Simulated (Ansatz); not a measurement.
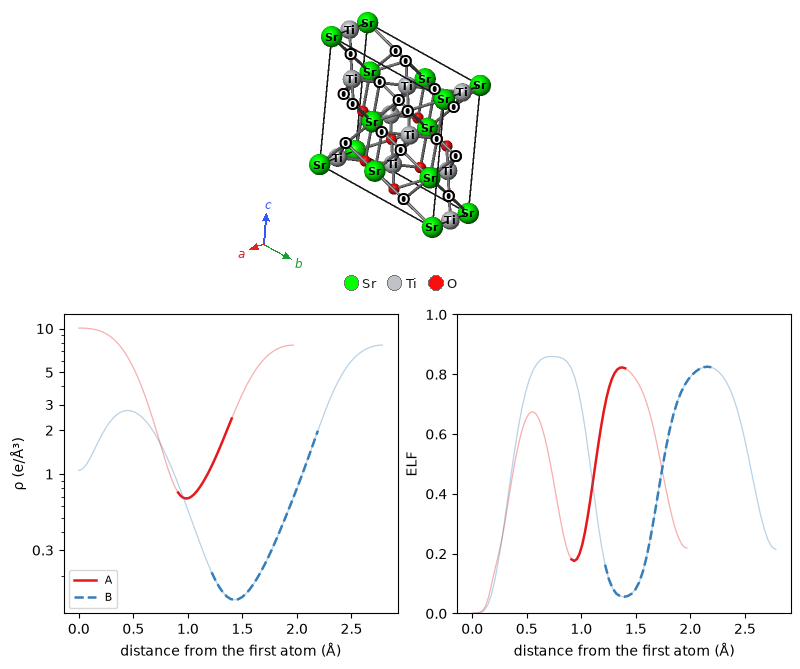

Figure. SrTiO₃. Valence electron density and ELF along straight lines between neighbouring atoms. Thin, pale parts lie inside the atomic spheres. The structure is drawn too.

Space group Pm-3m; a structure from a database of computed crystals, not necessarily the ambient phase; computed without spin polarisation.

All numbers below come from DFT PBE, scalar-relativistic, plane waves, PAW in Ansatz 0.2.0.

In a PAW calculation such maps are meaningful between the atoms, not at the nuclei.

Input file:

```
crystal:
  lattice:
    - [-3.9364351278, 3.9364351278, -3.9364351278]
    - [7.8728702555, 3.9364351278, 0.0]
    - [0.0, -7.8728702555, -3.9364351278]
  atoms:
    - { symbol: Sr, position: [0.5714285714, 0.2857142857, 0.4285714286] }
    - { symbol: Sr, position: [0.8571428571, 0.4285714286, 0.1428571429] }
    - { symbol: Sr, position: [0.2857142857, 0.1428571429, 0.7142857143] }
    - { symbol: Sr, position: [0.1428571429, 0.5714285714, 0.8571428571] }
    - { symbol: Sr, position: [0.4285714286, 0.7142857143, 0.5714285714] }
    - { symbol: Sr, position: [0.7142857143, 0.8571428571, 0.2857142857] }
    - { symbol: Sr, position: [0.0, 0.0, 0.0] }
    - { symbol: Ti, position: [0.0714285714, 0.2857142857, 0.4285714286] }
    - { symbol: Ti, position: [0.3571428571, 0.4285714286, 0.1428571429] }
    - { symbol: Ti, position: [0.7857142857, 0.1428571429, 0.7142857143] }
    - { symbol: Ti, position: [0.6428571429, 0.5714285714, 0.8571428571] }
    - { symbol: Ti, position: [0.9285714286, 0.7142857143, 0.5714285714] }
    - { symbol: Ti, position: [0.2142857143, 0.8571428571, 0.2857142857] }
    - { symbol: Ti, position: [0.5, 0.0, 1.0] }
    - { symbol: O, position: [0.9285714286, 0.2142857143, 0.5714285714] }
    - { symbol: O, position: [0.2142857143, 0.3571428571, 0.2857142857] }
    - { symbol: O, position: [0.6428571429, 0.0714285714, 0.8571428571] }
    - { symbol: O, position: [0.5, 0.5, 1.0] }
    - { symbol: O, position: [0.7857142857, 0.6428571429, 0.7142857143] }
    - { symbol: O, position: [0.0714285714, 0.7857142857, 0.4285714286] }
    - { symbol: O, position: [0.3571428571, 0.9285714286, 0.1428571429] }
    - { symbol: O, position: [0.7857142857, 0.1428571429, 0.2142857143] }
    - { symbol: O, position: [0.0714285714, 0.2857142857, 0.9285714286] }
    - { symbol: O, position: [0.5, 0.0, 0.5] }
    - { symbol: O, position: [0.3571428571, 0.4285714286, 0.6428571429] }
    - { symbol: O, position: [0.6428571429, 0.5714285714, 0.3571428571] }
    - { symbol: O, position: [0.9285714286, 0.7142857143, 0.0714285714] }
    - { symbol: O, position: [0.2142857143, 0.8571428571, 0.7857142857] }
    - { symbol: O, position: [1.0, 0.5, 0.5] }
    - { symbol: O, position: [0.2857142857, 0.6428571429, 0.2142857143] }
    - { symbol: O, position: [0.7142857143, 0.3571428571, 0.7857142857] }
    - { symbol: O, position: [0.5714285714, 0.7857142857, 0.9285714286] }
    - { symbol: O, position: [0.8571428571, 0.9285714286, 0.6428571429] }
    - { symbol: O, position: [0.1428571429, 0.0714285714, 0.3571428571] }
    - { symbol: O, position: [0.4285714286, 0.2142857143, 0.0714285714] }
basis:
  ecutwfc: 420
  xc_grid: 2
kpoints:
  mp_grid: { grid: [3, 3, 3], shift: [0.0, 0.0, 0.0] }
hamiltonian:
  xc: pbe
scf:
  occupations: { method: gaussian, width: 0.02 }
output:
  forces: true
  stress: true
  eigenvalues: true
  write_density: true
  write_potential: true
  elf: true
  volumetric_format: npy
```

Run with:

```sh
ansatz run input.yaml --threads 8 --pin off --max-ram 16384MiB --backend cpu --events-out ev --progress --plain --runs-dir out
```

Question: Which curve belongs to which contact (Sr–O and Ti–O)? The first atom named is at distance zero.

Answer: Curve A: Ti–O (1.97 Å): ρ is about 0.68 e/Å³ halfway; the ELF peaks at about 0.80 in the valence shell of O, 0.6 Å from its nucleus, and is about 0.20 at the midpoint; no shared electron pair shows on this line. Curve B: Sr–O (2.78 Å): ρ is about 0.14 e/Å³ halfway; the ELF is about 0.05 at the midpoint (a closed-shell, largely ionic contact).
